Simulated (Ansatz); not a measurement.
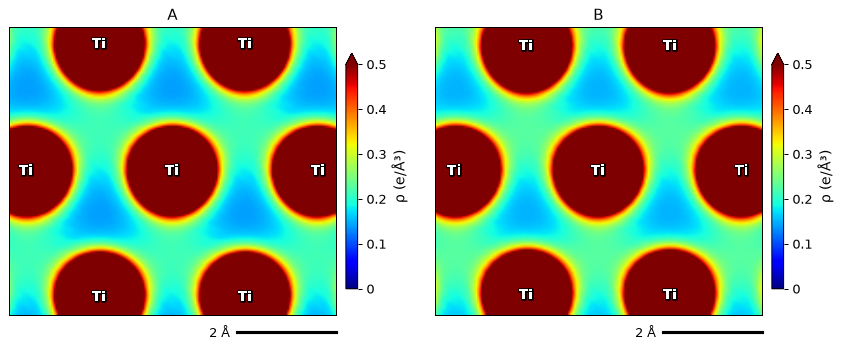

Ti. The valence charge density (pseudo) of two cells that differ in size, on the (001) plane of each (indices in the axes of the calculation cell), at one length scale and on one colour scale; one has 17.3 and the other 18.2 Å³ an atom.

Method: DFT, PBEsol, PAW with Ansatz's default frozen-core files, scalar-relativistic in Ansatz 0.2.0.

The density is the valence pseudo-density of a PAW calculation; it isn't the true density close to the nuclei.

The larger cell:

```yaml
crystal:
  lattice:
    - [2.97921, 0.00000, 0.00000]
    - [-1.48960, 2.58007, 0.00000]
    - [0.00000, 0.00000, 4.73240]
  atoms:
    - { symbol: Ti, position: [0.33333, 0.66667, 0.25000] }
    - { symbol: Ti, position: [0.66667, 0.33333, 0.75000] }
```

The smaller cell: a = 2.930 Å, b = 2.930 Å, c = 4.655 Å, α = 90.00°, β = 90.00°, γ = 120.00°.

> Which panel shows the smaller cell, and what does the compression change?

Panel B is the smaller cell, by 5 % in volume. From the larger cell to the smaller, Ti–Ti goes from 2.98 to 2.93 Å, and the density at its midpoint from 0.18 to 0.19 e/Å³; the pressure goes from −9 to −3.8 GPa.
